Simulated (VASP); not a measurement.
## Geometry relaxation of CoSi (part 3 of 3)

Continued. System: CoSi (P2₁3, 8 atoms in the cell). Method: Kohn-Sham DFT of a periodic cell, PBE with D3(BJ), VASP PAW PBE potentials, recommended, no spin polarisation (VASP 6.6.1); cutoff 600 eV, 8×8×8 k-mesh, methfessel-paxton of 0.1 eV. The structure derives from an entry of the Crystallography Open Database.

Geometry of the input (Å; fractional positions):
```
4.4380  0.0000  0.0000
0.0000  4.4380  0.0000
0.0000  0.0000  4.4380
Co 0.1400  0.1400  0.1400
Co 0.3600  0.8600  0.6400
Co 0.6400  0.3600  0.8600
Co 0.8600  0.6400  0.3600
Si 0.8430  0.8430  0.8430
Si 0.6570  0.1570  0.3430
Si 0.3430  0.6570  0.1570
Si 0.1570  0.3430  0.6570
```

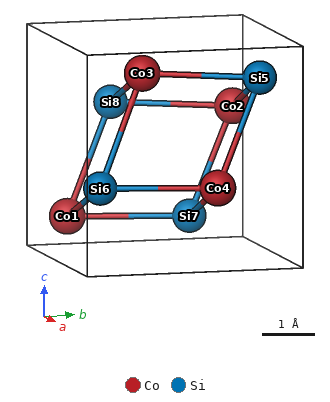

**Figure 1.** The geometry at step 5 of the log (ball-and-stick view of the cell of the calculation, seen slightly off an axis; atoms are numbered from 1 in the order of the input).

### Parts of OUTCAR, continued
```
 -----------------------------------------------------------------------------------
      0.64056      0.64056      0.64056        -0.003175     -0.003175     -0.003175
      1.54955      3.73966      2.83067         0.003175      0.003175     -0.003175
      2.83067      1.54955      3.73966        -0.003175      0.003175      0.003175
      3.73966      2.83067      1.54955         0.003175     -0.003175      0.003175
      3.69489      3.69489      3.69489         0.008275      0.008275      0.008275
      2.87544      0.68533      1.50478        -0.008275     -0.008275      0.008275
      1.50478      2.87544      0.68533         0.008275     -0.008275     -0.008275
      0.68533      1.50478      2.87544        -0.008275      0.008275     -0.008275
 -----------------------------------------------------------------------------------
    total drift:                                0.000000      0.000000      0.000000

  FREE ENERGIE OF THE ION-ELECTRON SYSTEM (eV)
  ---------------------------------------------------
  free  energy   TOTEN  =       -58.7563362413 eV

  energy  without entropy=      -58.7586754599  energy(sigma->0) =      -58.75711598

--------------------------------------- Ionic step       11  -------------------------------------------

 number of electron      51.9999985 magnetization

 Free energy of the ion-electron system (eV)
  ---------------------------------------------------
  ext. energy  EPLUGINS =         0.00000000
  ---------------------------------------------------
  free energy    TOTEN  =       -54.67648111 eV

  energy without entropy =      -54.67882489  energy(sigma->0) =      -54.67726237

 E-fermi :  12.6345     XC(G=0): -13.0444     alpha+bet :-20.5776

 val. band max:       12.6274437010   @ k =   0.1250   0.1250   0.1250
 cond. band min:      12.6429977702   @ k =   0.0000   0.0000   0.0000
 fundamental gap:      0.0155540692
 Fermi energy:        12.6345126877

 k-point     1 :       0.0000    0.0000    0.0000
  band No.  band energies     occupation
      1      -1.3174      2.00000
      2       4.3006      2.00000
      3       4.3006      2.00000
      4       4.3006      2.00000
      5       7.0052      2.00000
      6       7.0052      2.00000
      7       7.0052      2.00000
      8       8.7333      2.00000
      9       8.7333      2.00000
     10       8.7333      2.00000
     11       9.4284      2.00000
     12       9.4576      2.00000
     13       9.4576      2.00000
     14       9.8121      2.00000
     15       9.8121      2.00000
     16       9.8121      2.00000
     17      10.2702      2.00000
     18      10.2702      2.00000
     19      10.2702      2.00000
     20      11.6948      2.00000
     21      11.6948      2.00000
     22      11.6948      2.00000
     23      11.8318      2.00000
     24      11.8318      2.00000
     25      12.6430      0.85696
     26      12.6430      0.85696
     27      12.6430      0.85696
     28      15.3026      0.00000
     29      15.3026      0.00000
     30      15.3026      0.00000
     31      15.6579      0.00000

 k-point     2 :       0.1250    0.0000    0.0000
  band No.  band energies     occupation
      1      -1.1979      2.00000
      2       3.4946      2.00000
      3       4.3757      2.00000
      4       4.8811      2.00000
      5       6.5641      2.00000
      6       7.0758      2.00000
      7       7.5930      2.00000
      8       8.1337      2.00000
      9       8.4782      2.00000
     10       9.3048      2.00000
     11       9.3072      2.00000
     12       9.4814      2.00000
     13       9.6502      2.00000
     14       9.7667      2.00000
     15       9.8146      2.00000
     16       9.8212      2.00000
     17      10.1827      2.00000
     18      10.2519      2.00000
     19      10.4824      2.00000
     20      11.5612      2.00000
     21      11.5779      2.00000
     22      11.8023      2.00000
     23      11.8376      2.00000
     24      11.8697      2.00000
     25      12.4512      2.02639
     26      12.5939      1.62831
     27      12.9522     -0.00007
     28      14.7955      0.00000
     29      14.9195      0.00000
     30      15.1956      0.00000
     31      15.3203      0.00000

 k-point     3 :       0.2500    0.0000    0.0000
  band No.  band energies     occupation
      1      -0.8429      2.00000
      2       2.4940      2.00000
      3       4.5953      2.00000
      4       5.3501      2.00000
      5       6.3504      2.00000
      6       7.2274      2.00000
      7       7.5276      2.00000
      8       8.0393      2.00000
      9       8.2520      2.00000
     10       8.9871      2.00000
     11       9.5394      2.00000
     12       9.5490      2.00000
     13       9.7434      2.00000
     14       9.8281      2.00000
     15       9.8757      2.00000
     16       9.9421      2.00000
     17      10.1708      2.00000
     18      10.2847      2.00000
     19      10.6253      2.00000
     20      11.2773      2.00000
     21      11.5204      2.00000
     22      11.7219      2.00000
     23      11.8593      2.00000
     24      11.9615      2.00000
     25      12.3226      2.00009
     26      12.4551      2.02931
     27      13.4118     -0.00000
     28      14.4228     -0.00000
     29      14.4468     -0.00000
     30      14.6711      0.00000
     31      15.1959      0.00000

 k-point     4 :       0.3750    0.0000    0.0000
  band No.  band energies     occupation
      1      -0.2641      2.00000
      2       1.4592      2.00000
      3       4.9383      2.00000
      4       5.6157      2.00000
      5       6.3224      2.00000
      6       7.1640      2.00000
      7       7.3272      2.00000
      8       7.6930      2.00000
      9       8.7186      2.00000
     10       8.7557      2.00000
     11       9.3783      2.00000
     12       9.6201      2.00000
     13       9.7297      2.00000
     14       9.7816      2.00000
     15       9.9199      2.00000
     16       9.9460      2.00000
     17      10.2362      2.00000
     18      10.5092      2.00000
     19      10.6603      2.00000
     20      11.0420      2.00000
     21      11.5120      2.00000
     22      11.6330      2.00000
     23      11.9113      2.00000
     24      11.9609      2.00000
     25      12.2132      2.00000
     26      12.2670      2.00000
     27      13.5676     -0.00000
     28      13.9893     -0.00000
     29      14.2744     -0.00000
     30      14.3817     -0.00000
     31      16.1198      0.00000

 k-point     5 :       0.5000    0.0000    0.0000
  band No.  band energies     occupation
      1       0.5163      2.00000
      2       0.5163      2.00000
      3       5.3485      2.00000
      4       5.3485      2.00000
      5       6.7182      2.00000
      6       6.7182      2.00000
      7       7.4574      2.00000
      8       7.4574      2.00000
      9       8.8597      2.00000
     10       8.8597      2.00000
     11       9.4226      2.00000
     12       9.4226      2.00000
     13       9.6821      2.00000
     14       9.6821      2.00000
     15       9.9179      2.00000
     16       9.9179      2.00000
     17      10.4414      2.00000
     18      10.4414      2.00000
     19      10.8499      2.00000
     20      10.8499      2.00000
     21      11.5578      2.00000
     22      11.5578      2.00000
     23      11.9755      2.00000
     24      11.9755      2.00000
     25      12.1403      2.00000
     26      12.1403      2.00000
     27      13.6958     -0.00000
     28      13.6958     -0.00000
     29      14.2537     -0.00000
     30      14.2537     -0.00000
     31      17.0498      0.00000

 [... the levels of 18 k-points are left out ...]

 k-point    24 :       0.3750    0.1250    0.1250
  band No.  band energies     occupation
      1      -0.0372      2.00000
      2       1.6472      2.00000
      3       4.3286      2.00000
      4       5.3044      2.00000
      5       6.0988      2.00000
      6       6.8620      2.00000
      7       7.5702      2.00000
      8       8.1300      2.00000
      9       8.4961      2.00000
     10       8.8766      2.00000
     11       9.4061      2.00000
     12       9.5869      2.00000
     13       9.6739      2.00000
     14       9.8021      2.00000
     15      10.0074      2.00000
     16      10.1002      2.00000
     17      10.3112      2.00000
     18      10.5593      2.00000
     19      10.7527      2.00000
     20      11.0697      2.00000
     21      11.4420      2.00000
     22      11.4977      2.00000
     23      11.7927      2.00000
     24      11.9584      2.00000
     25      12.0993      2.00000
     26      12.3377      2.00022
     27      13.5425     -0.00000
     28      14.1897     -0.00000
     29      14.4930     -0.00000
     30      14.7424      0.00000
     31      15.6289      0.00000

 [... further k-points ...]

------------------------ aborting loop because EDIFF is reached ----------------------------------------

 Edisp (eV)   -4.07989

 E8    (eV) :    -1.7299

  FORCE on cell =-STRESS in cart. coord.  units (eV):
  Direction    XX          YY          ZZ          XY          YZ          ZX
  --------------------------------------------------------------------------------------
  -------------------------------------------------------------------------------------
  Total       0.02072     0.02072     0.02072     0.00000    -0.00000     0.00000
  in kB       0.39512     0.39512     0.39512     0.00000    -0.00000     0.00000
  external pressure =        0.40 kB  Pullay stress =        0.00 kB

 VOLUME and BASIS-vectors are now :
 -----------------------------------------------------------------------------
  energy-cutoff  :      600.00
  volume of cell :       84.01
      direct lattice vectors                 reciprocal lattice vectors
     4.379718214 -0.000000000  0.000000000     0.228325191  0.000000000 -0.000000000
    -0.000000000  4.379718214  0.000000000     0.000000000  0.228325191 -0.000000000
     0.000000000  0.000000000  4.379718214    -0.000000000 -0.000000000  0.228325191

 POSITION                                       TOTAL-FORCE (eV/Angst)
 -----------------------------------------------------------------------------------
      0.64031      0.64031      0.64031        -0.000725     -0.000725     -0.000725
      1.54955      3.73941      2.83017         0.000725      0.000725     -0.000725
      2.83017      1.54955      3.73941        -0.000725      0.000725      0.000725
      3.73941      2.83017      1.54955         0.000725     -0.000725      0.000725
      3.69505      3.69505      3.69505        -0.000379     -0.000379     -0.000379
      2.87453      0.68467      1.50519         0.000379      0.000379     -0.000379
      1.50519      2.87453      0.68467        -0.000379      0.000379      0.000379
      0.68467      1.50519      2.87453         0.000379     -0.000379      0.000379
 -----------------------------------------------------------------------------------
    total drift:                                0.000000      0.000000      0.000000

  FREE ENERGIE OF THE ION-ELECTRON SYSTEM (eV)
  ---------------------------------------------------
  free  energy   TOTEN  =       -58.7563680439 eV

  energy  without entropy=      -58.7587118206  energy(sigma->0) =      -58.75714930

 reached required accuracy - stopping structural energy minimisation
```

### CONTCAR
```
CoSi
   1.00000000000000
     4.3797182144894027   -0.0000000000000000    0.0000000000000000
    -0.0000000000000000    4.3797182144894027    0.0000000000000000
     0.0000000000000000    0.0000000000000000    4.3797182144894027
  Co              Si
     4     4
Direct
     0.1461988736131115    0.1461988736131115    0.1461988736131115
     0.3538011263868887    0.8538011263868885    0.6461988736131115
     0.6461988736131115    0.3538011263868887    0.8538011263868885
     0.8538011263868885    0.6461988736131115    0.3538011263868887
     0.8436725708012552    0.8436725708012552    0.8436725708012552
     0.6563274291987448    0.1563274291987448    0.3436725708012550
     0.3436725708012550    0.6563274291987448    0.1563274291987449
     0.1563274291987449    0.3436725708012550    0.6563274291987448

  0.00000000E+00  0.00000000E+00  0.00000000E+00
  0.00000000E+00  0.00000000E+00  0.00000000E+00
  0.00000000E+00  0.00000000E+00  0.00000000E+00
  0.00000000E+00  0.00000000E+00  0.00000000E+00
  0.00000000E+00  0.00000000E+00  0.00000000E+00
  0.00000000E+00  0.00000000E+00  0.00000000E+00
  0.00000000E+00  0.00000000E+00  0.00000000E+00
  0.00000000E+00  0.00000000E+00  0.00000000E+00
```

### Trajectory as extended XYZ (Å, eV, eV/Å), 11 frames, from step=0 to step=10
```
8
Lattice="4.4380 0.0000 0.0000 0.0000 4.4380 0.0000 0.0000 0.0000 4.4380" Properties=species:S:1:pos:R:3:forces:R:3 step=0 energy=-58.64130
Co    0.6213    0.6213    0.6213    0.1550   0.1550   0.1550
Co    1.5977    3.8167    2.8403   -0.1550  -0.1550   0.1550
Co    2.8403    1.5977    3.8167    0.1550  -0.1550  -0.1550
Co    3.8167    2.8403    1.5977   -0.1550   0.1550  -0.1550
Si    3.7412    3.7412    3.7412   -0.0201  -0.0201  -0.0201
Si    2.9158    0.6968    1.5222    0.0201   0.0201  -0.0201
Si    1.5222    2.9158    0.6968   -0.0201   0.0201   0.0201
Si    0.6968    1.5222    2.9158    0.0201  -0.0201   0.0201
8
Lattice="4.3232 0.0000 0.0000 0.0000 4.3232 -0.0000 0.0000 0.0000 4.3232" Properties=species:S:1:pos:R:3:forces:R:3 step=1 energy=-58.61579
Co    0.6125    0.6125    0.6125    0.2606   0.2606   0.2606
Co    1.5491    3.7107    2.7742   -0.2606  -0.2606   0.2606
Co    2.7742    1.5491    3.7107    0.2606  -0.2606  -0.2606
Co    3.7107    2.7742    1.5491   -0.2606   0.2606  -0.2606
Si    3.6435    3.6435    3.6435    0.0752   0.0752   0.0752
Si    2.8413    0.6797    1.4819   -0.0752  -0.0752   0.0752
Si    1.4819    2.8413    0.6797    0.0752  -0.0752  -0.0752
Si    0.6797    1.4819    2.8413   -0.0752   0.0752  -0.0752
8
Lattice="4.3835 0.0000 0.0000 0.0000 4.3835 -0.0000 0.0000 0.0000 4.3835" Properties=species:S:1:pos:R:3:forces:R:3 step=2 energy=-58.72612
Co    0.6171    0.6171    0.6171    0.2075   0.2075   0.2075
Co    1.5747    3.7664    2.8088   -0.2075  -0.2075   0.2075
Co    2.8088    1.5747    3.7664    0.2075  -0.2075  -0.2075
Co    3.7664    2.8088    1.5747   -0.2075   0.2075  -0.2075
Si    3.6948    3.6948    3.6948    0.0223   0.0223   0.0223
Si    2.8804    0.6886    1.5031   -0.0223  -0.0223   0.0223
Si    1.5031    2.8804    0.6886    0.0223  -0.0223  -0.0223
Si    0.6886    1.5031    2.8804   -0.0223   0.0223  -0.0223
8
Lattice="4.3815 -0.0000 0.0000 -0.0000 4.3815 0.0000 0.0000 0.0000 4.3815" Properties=species:S:1:pos:R:3:forces:R:3 step=3 energy=-58.74504
Co    0.6262    0.6262    0.6262    0.1276   0.1276   0.1276
Co    1.5645    3.7553    2.8169   -0.1276  -0.1276   0.1276
Co    2.8169    1.5645    3.7553    0.1276  -0.1276  -0.1276
Co    3.7553    2.8169    1.5645   -0.1276   0.1276  -0.1276
Si    3.6941    3.6941    3.6941    0.0228   0.0228   0.0228
Si    2.8782    0.6874    1.5033   -0.0228  -0.0228   0.0228
Si    1.5033    2.8782    0.6874    0.0228  -0.0228  -0.0228
Si    0.6874    1.5033    2.8782   -0.0228   0.0228  -0.0228
8
Lattice="4.3786 -0.0000 0.0000 -0.0000 4.3786 0.0000 0.0000 0.0000 4.3786" Properties=species:S:1:pos:R:3:forces:R:3 step=4 energy=-58.75613
Co    0.6391    0.6391    0.6391    0.0092   0.0092   0.0092
Co    1.5502    3.7395    2.8284   -0.0092  -0.0092   0.0092
Co    2.8284    1.5502    3.7395    0.0092  -0.0092  -0.0092
Co    3.7395    2.8284    1.5502   -0.0092   0.0092  -0.0092
Si    3.6929    3.6929    3.6929    0.0173   0.0173   0.0173
Si    2.8750    0.6857    1.5036   -0.0173  -0.0173   0.0173
Si    1.5036    2.8750    0.6857    0.0173  -0.0173  -0.0173
Si    0.6857    1.5036    2.8750   -0.0173   0.0173  -0.0173
8
Lattice="4.3785 -0.0000 0.0000 -0.0000 4.3785 0.0000 0.0000 0.0000 4.3785" Properties=species:S:1:pos:R:3:forces:R:3 step=5 energy=-58.75619
Co    0.6399    0.6399    0.6399    0.0019   0.0019   0.0019
Co    1.5493    3.7386    2.8291   -0.0019  -0.0019   0.0019
Co    2.8291    1.5493    3.7386    0.0019  -0.0019  -0.0019
Co    3.7386    2.8291    1.5493   -0.0019   0.0019  -0.0019
Si    3.6929    3.6929    3.6929    0.0168   0.0168   0.0168
Si    2.8748    0.6856    1.5036   -0.0168  -0.0168   0.0168
Si    1.5036    2.8748    0.6856    0.0168  -0.0168  -0.0168
Si    0.6856    1.5036    2.8748   -0.0168   0.0168  -0.0168
8
Lattice="4.3784 -0.0000 0.0000 -0.0000 4.3784 0.0000 0.0000 0.0000 4.3784" Properties=species:S:1:pos:R:3:forces:R:3 step=6 energy=-58.75618
Co    0.6403    0.6403    0.6403   -0.0017  -0.0017  -0.0017
Co    1.5488    3.7380    2.8295    0.0017   0.0017  -0.0017
Co    2.8295    1.5488    3.7380   -0.0017   0.0017   0.0017
Co    3.7380    2.8295    1.5488    0.0017  -0.0017   0.0017
Si    3.6928    3.6928    3.6928    0.0165   0.0165   0.0165
Si    2.8747    0.6855    1.5037   -0.0165  -0.0165   0.0165
Si    1.5037    2.8747    0.6855    0.0165  -0.0165  -0.0165
Si    0.6855    1.5037    2.8747   -0.0165   0.0165  -0.0165
8
Lattice="4.3820 -0.0000 0.0000 -0.0000 4.3820 0.0000 0.0000 0.0000 4.3820" Properties=species:S:1:pos:R:3:forces:R:3 step=7 energy=-58.75624
Co    0.6408    0.6408    0.6408   -0.0038  -0.0038  -0.0038
Co    1.5502    3.7412    2.8317    0.0038   0.0038  -0.0038
Co    2.8317    1.5502    3.7412   -0.0038   0.0038   0.0038
Co    3.7412    2.8317    1.5502    0.0038  -0.0038   0.0038
Si    3.6968    3.6968    3.6968    0.0007   0.0007   0.0007
Si    2.8761    0.6852    1.5058   -0.0007  -0.0007   0.0007
Si    1.5058    2.8761    0.6852    0.0007  -0.0007  -0.0007
Si    0.6852    1.5058    2.8761   -0.0007   0.0007  -0.0007
8
Lattice="4.3805 -0.0000 0.0000 -0.0000 4.3805 0.0000 0.0000 0.0000 4.3805" Properties=species:S:1:pos:R:3:forces:R:3 step=8 energy=-58.75634
Co    0.6406    0.6406    0.6406   -0.0032  -0.0032  -0.0032
Co    1.5496    3.7399    2.8308    0.0032   0.0032  -0.0032
Co    2.8308    1.5496    3.7399   -0.0032   0.0032   0.0032
Co    3.7399    2.8308    1.5496    0.0032  -0.0032   0.0032
Si    3.6951    3.6951    3.6951    0.0073   0.0073   0.0073
Si    2.8755    0.6853    1.5049   -0.0073  -0.0073   0.0073
Si    1.5049    2.8755    0.6853    0.0073  -0.0073  -0.0073
Si    0.6853    1.5049    2.8755   -0.0073   0.0073  -0.0073
8
Lattice="4.3802 -0.0000 0.0000 -0.0000 4.3802 0.0000 0.0000 0.0000 4.3802" Properties=species:S:1:pos:R:3:forces:R:3 step=9 energy=-58.75634
Co    0.6406    0.6406    0.6406   -0.0032  -0.0032  -0.0032
Co    1.5495    3.7397    2.8307    0.0032   0.0032  -0.0032
Co    2.8307    1.5495    3.7397   -0.0032   0.0032   0.0032
Co    3.7397    2.8307    1.5495    0.0032  -0.0032   0.0032
Si    3.6949    3.6949    3.6949    0.0083   0.0083   0.0083
Si    2.8754    0.6853    1.5048   -0.0083  -0.0083   0.0083
Si    1.5048    2.8754    0.6853    0.0083  -0.0083  -0.0083
Si    0.6853    1.5048    2.8754   -0.0083   0.0083  -0.0083
8
Lattice="4.3797 -0.0000 0.0000 -0.0000 4.3797 0.0000 0.0000 0.0000 4.3797" Properties=species:S:1:pos:R:3:forces:R:3 step=10 energy=-58.75637
Co    0.6403    0.6403    0.6403   -0.0007  -0.0007  -0.0007
Co    1.5495    3.7394    2.8302    0.0007   0.0007  -0.0007
Co    2.8302    1.5495    3.7394   -0.0007   0.0007   0.0007
Co    3.7394    2.8302    1.5495    0.0007  -0.0007   0.0007
Si    3.6950    3.6950    3.6950   -0.0004  -0.0004  -0.0004
Si    2.8745    0.6847    1.5052    0.0004   0.0004  -0.0004
Si    1.5052    2.8745    0.6847   -0.0004   0.0004   0.0004
Si    0.6847    1.5052    2.8745    0.0004  -0.0004   0.0004
```

### Summary

```json
{"quantity": "outcome", "value": "converged"}
{"quantity": "space group (tolerance 0.01 Å)", "value": "P2₁3 (198)"}
{"quantity": "electrons treated", "value": "52"}
{"quantity": "free energy", "value": "−58.7564 eV"}
{"quantity": "dispersion energy", "value": "−4.0799 eV"}
{"quantity": "Fermi energy", "value": "12.635 eV"}
{"quantity": "gap on the k-point mesh", "value": "none (metallic)"}
{"quantity": "pressure", "value": "0.04 GPa"}
{"quantity": "final volume", "value": "84.01 Å³"}
{"quantity": "largest force (length of the vector) at the end", "value": "0.001 eV/Å"}
{"quantity": "final cell", "value": "a = 4.380 Å, b = 4.380 Å, c = 4.380 Å, α = 90.00°, β = 90.00°, γ = 90.00°"}
{"quantity": "wall time", "value": "2.1 min (CPU time 8.6 min)"}
{"quantity": "peak memory", "value": "0.29 GiB"}
```

### Notes

The run has no spin polarisation, so a magnetic state may lie lower.
